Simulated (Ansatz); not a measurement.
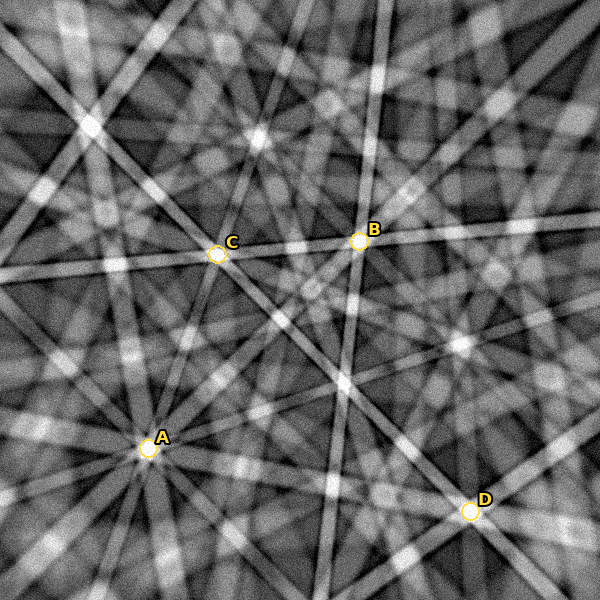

Simulated Kikuchi (electron backscatter) pattern at 20 kV: kinematic bands of width 2θ(Bragg) in gnomonic projection, seen from the camera side; the frame spans ±42° from its centre. Crystal: Pb, space group P6_3/mmc (No. 194), a = 3.55 Å, c = 5.83 Å (hexagonal axes). Structure: the end point of a relaxation with DFT, PBE, plane waves (420 eV) with PAW, scalar-relativistic in Ansatz; the starting structure was generated, so it need not be a known form of this composition.

```
Pb
1.0
     3.55420    0.00000    0.00000
    -1.77710    3.07802    0.00000
     0.00000    0.00000    5.82793
Pb
2
Direct
  0.33333 0.66667 0.25000
  0.66667 0.33333 0.75000
```

Pole A is [001] and pole B is [211].

**Index the poles C and D.**

C is [111], 31.4° from A and 23.9° from B. D is [1-11], 46.6° from A and 42.6° from B.

**Which band joins A and B, and how wide is it?**

It comes from the planes common to both zones. The strongest order is 1 -2 0 with d = 1.777 Å, so the band is 2θ = 2.8° wide (λ = 0.0859 Å).
